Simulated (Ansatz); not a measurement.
System MgO (space group P4/mmm, No. 123); source of the atomic positions: the end point of a relaxation with Ansatz, DFT PBE, scalar-relativistic, plane waves, PAW; the starting structure was generated, so it need not be a known form of this composition.

```cif
data_structure
_symmetry_space_group_name_H-M 'P4/mmm'
_symmetry_Int_Tables_number 123
_cell_length_a 2.8289
_cell_length_b 2.8289
_cell_length_c 5.0497
_cell_angle_alpha 90.000
_cell_angle_beta 90.000
_cell_angle_gamma 90.000
_cell_volume 40.41
loop_
_atom_site_label
_atom_site_type_symbol
_atom_site_symmetry_multiplicity
_atom_site_Wyckoff_symbol
_atom_site_fract_x
_atom_site_fract_y
_atom_site_fract_z
_atom_site_occupancy
Mg1 Mg 1 c 0.50000 0.50000 0.00000 1
O1 O 1 a 0.00000 0.00000 0.00000 1
```

Bonds are taken as Mg–O below 2.3 Å. The graph is simplified in the usual way: terminal and isolated atoms are pruned, two-connected atoms become edges.

What net does this leave?

The result is a uninodal 4-connected, two-periodic (layers) net: Mg and O are 4-connected nodes. It is the sql net, known from the square lattice. The layers lie parallel to (001).

```tsv
node	links	point symbol	coordination sequence
Mg and O	4	4⁴·6²	4 8 12 16 20
```

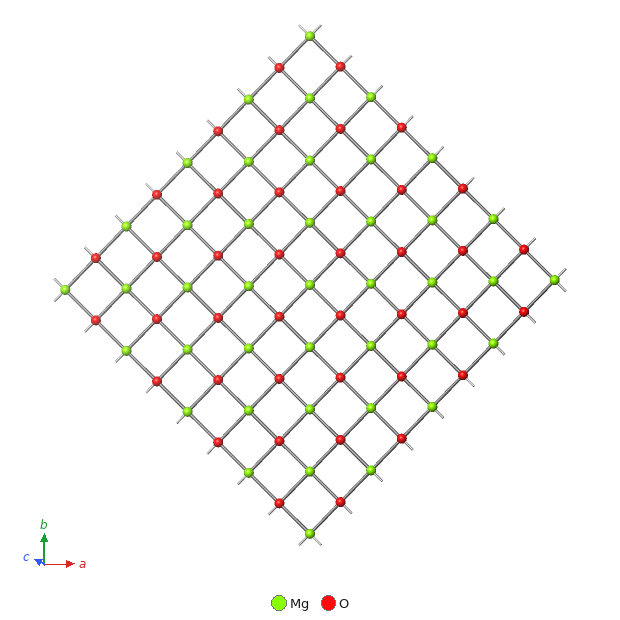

Nodes are coloured by element. One layer is drawn. Short stubs are edges that leave the cut-out.
